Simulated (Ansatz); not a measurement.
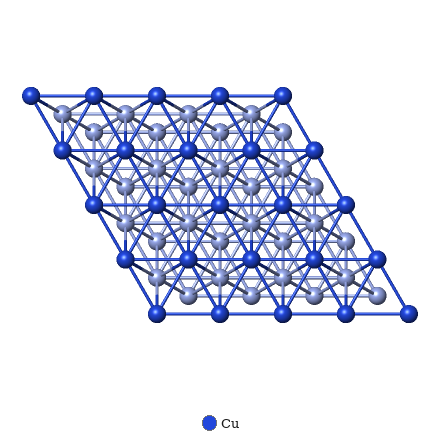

The system is O on a Cu(111) slab cut from the Fm-3m phase, its upper half relaxed before the scan (12 atoms of substrate and one adsorbate in a 2 × 2 cell); the picture shows it without the atoms that are moved over the map. 
- O is moved over the surface cell; relaxed at each place: the height of the adsorbate's atoms; substrate rigid; the origin of the map has the adsorbate above Cu9.
- Places are given modulo a cell vector. The map is drawn in real space over the plane of the surface.
- The scan uses a 6 × 6 grid; 10 points were computed and 26 follow by symmetry.
- Places are given in fractions of the 1 × 1 surface cell.
- Energies: eV, counted from the lowest grid point.
- The runs have no spin polarisation; a magnetic state may lie lower.
- Method: DFT PBE, scalar-relativistic, plane waves, PAW (Ansatz 0.2.0). Settings: cutoff 420 eV, k-mesh 6×6×1, gaussian smearing 0.1 eV, no spin polarisation.

Range: position of O13 along the first surface vector from 0.000 to 0.833; position of O13 along the second surface vector from 0.000 to 0.833.

Predict the map.

The lowest grid point is at a threefold hollow over a third-layer Cu atom, (4/6, 2/6) of the cell vectors. A higher local minimum lies near a threefold hollow over a second-layer Cu atom, (2/6, 4/6) of the cell vectors (0.10 eV above the lowest at that grid point). The highest grid point, the top site over a surface Cu atom, (0/6, 0/6) of the cell vectors, lies 1.80 eV above the lowest. On the interpolated surface the easiest way out of the lowest well to the well at a threefold hollow over a second-layer Cu atom, (2/6, 4/6) of the cell vectors passes a barrier of about 0.44 eV. At the lowest point the adsorbate has 3 Cu at 1.88 Å as nearest neighbours, at the highest 1 Cu at 1.72 Å. Its relaxed height above the top atom is 1.16 Å at the lowest and 1.72 Å at the highest point.

```
second ↓, first →   0/6   1/6   2/6   3/6   4/6   5/6
              5/6  1.65  1.30  0.55  0.55  1.30  1.65
              4/6  1.10  0.55  0.10  0.55  1.10  1.28
              3/6  0.44  0.55  0.55  0.44  0.50  0.50
              2/6  1.10  1.30  1.10  0.50  0.00  0.50
              1/6  1.65  1.65  1.28  0.50  0.50  1.28
              0/6  1.80  1.65  1.10  0.44  1.10  1.65
```

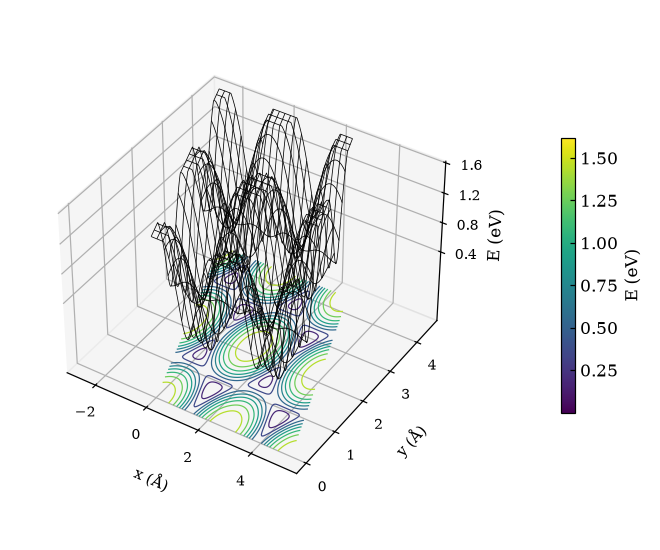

In the figure: a relief with its contours projected below, any walls above the top of the colour scale cut off. Between grid points the surface is interpolated.

Time for the 10 points that were run: 15 min on 4 threads of Arm Neoverse V2, on a shared host.
